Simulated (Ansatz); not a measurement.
This input was run:

```
crystal:
  lattice:
    - [4.855785199, 0.0, 0.0]
    - [0.0, 4.855785199, 0.0]
    - [0.0, 0.0, 3.2640818765]
  atoms:
    - { symbol: Sn, position: [0.0, 0.0, 0.0] }
    - { symbol: Sn, position: [0.5, 0.5, 0.5] }
    - { symbol: O, position: [0.3074420666, 0.3074420666, 0.0] }
    - { symbol: O, position: [0.1925579334, 0.8074420666, 0.5] }
    - { symbol: O, position: [0.8074420666, 0.1925579334, 0.5] }
    - { symbol: O, position: [0.6925579334, 0.6925579334, 0.0] }
kpoints:
  mp_grid: { grid: [6, 6, 8] }
  band_path:
    path:
      - [0.0, 0.0, 0.0]
      - [0.0, 0.5, 0.0]
      - [0.5, 0.5, 0.0]
      - [0.0, 0.0, 0.5]
      - [0.0, 0.5, 0.5]
      - [0.5, 0.5, 0.5]
    npoints: 1
hamiltonian:
  xc: r2scan
scf:
  occupations: { method: fermi_dirac, width: 0.02 }
  n_extra_bands: 10
magnetization:
  noncollinear: true
  spin_orbit: true
output:
  forces: true
  stress: true
  eigenvalues: true
  write_density: true
  write_potential: true
  elf: true
  volumetric_format: npy
```

Run as:
```bash

```

What does the calculation give for the electronic structure?

There is a gap; over the k points computed it is 1.12 eV (direct among those points). Within the window shown, the tallest peak of the filled states lies 0.8 eV under the valence-band top, at about 9.5 states per eV and cell.

The cell is at −11 GPa in this functional.

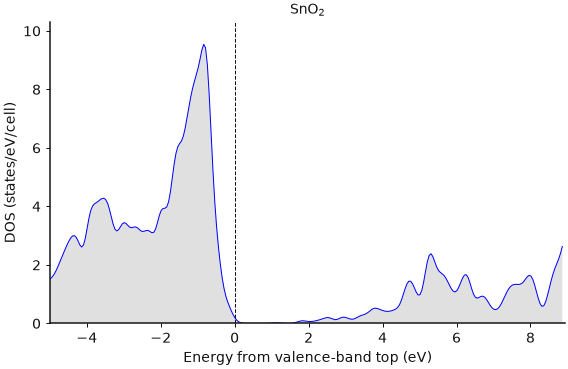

Density of states. Energies are counted from the top of the valence band. The curve is built from the levels of the k mesh with Gaussians 0.3 eV wide, which also blur the band edges.
